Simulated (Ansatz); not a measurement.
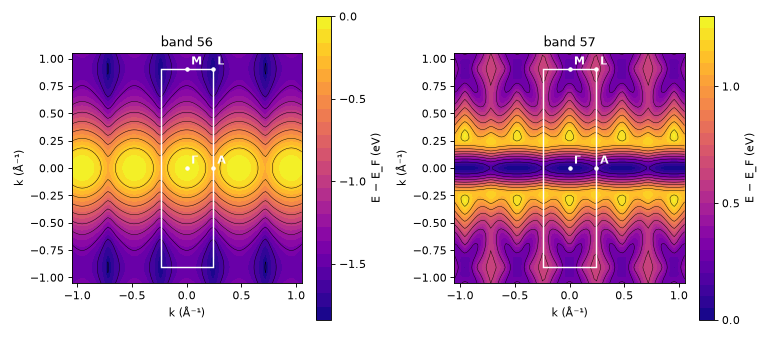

Two bands of Ge (P6_3/mmc) over the plane through Γ, A and M: the highest mostly filled and the lowest mostly empty one.

Theory: DFT PBE, scalar-relativistic, plane waves, PAW; levels and slopes on a dense k mesh at the converged density (Ansatz). No spin polarisation. Mesh 36×36×8, interpolated with the band slopes. Cell and positions as given, without relaxation. The cell comes from a database of computed structures, not from a measurement.

> Give both levels and their distance at the named points.

```csv
point,lower band (eV),upper band (eV),distance (eV)
Γ,0.00,0.00,0.00
A,−0.34,0.15,0.49
M,−1.47,0.19,1.66
L,−1.82,0.64,2.45
```

> Is there a gap?

No gap shows on this mesh: the two bands touch at Γ, at the Fermi level, so the Fermi surface shrinks to points.
